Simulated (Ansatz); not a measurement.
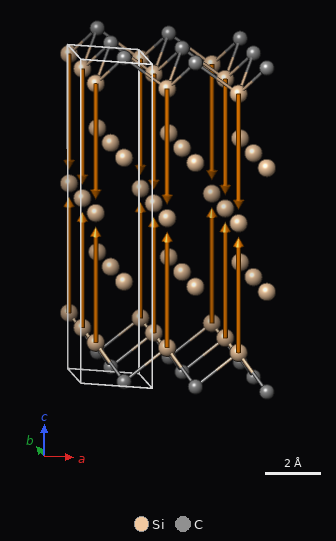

This is a relaxation of crystalline Si5C (a generated structure, set up in P-6m2). The starting structure is drawn; orange arrows show the displacements (the part carried along by the change of the cell is left out), 30 times their true length.

The picture is a ball-and-stick view of the cell of the calculation, repeated 3 × 3 × 1 with one cell outlined, seen slightly off an axis.

Method: DFT PBE, scalar-relativistic, plane waves, PAW (Ansatz). (plane-wave cutoff 420 eV; k-point mesh 18 × 18 × 4; occupations gaussian; smearing width 0.1 eV; no spin polarisation; cell and atoms relaxed; force threshold 0.01 eV/Å; at most 80 steps)

Which element moves most?

Silicon: up to 0.14 Å, against 0.00 Å for carbon.

What did the optimiser do to the structure, and how much energy did it gain?

The energy falls by 35.7 meV per atom in 10 accepted moves (14 points after the start). The largest force component goes from 0.073 to 0.00018 eV/Å. Pressure: 0.14 GPa at the start and 0.00 GPa at the end. The line search rejected the trial steps at points 6, 7 of the run. The SCF was repeated twice at an unchanged geometry on a basis and grid sized afresh for the cell, which shifted the energy by 0.4 meV per atom at most. The largest moves relative to the cell, 0.14 Å, are those of Si atoms. C stays in place. The drawn cell changes as follows: a = b 2.771 → 2.890 Å (+4.3 %), c 12.060 → 10.681 Å (−11.4 %); the volume changes by −3.7 %. Near-neighbour distances that change, for instance: C–Si 2.006 → 2.065 Å, Si–Si 2.421 → 2.433 Å. Among the angles between lasting bonds that change: Si–C–Si 74.2° → 72.2°. The space group stays P-6m2 (No. 187).

Limits of the set-up: layers or molecules are held without a dispersion correction, so their spacing is unreliable.
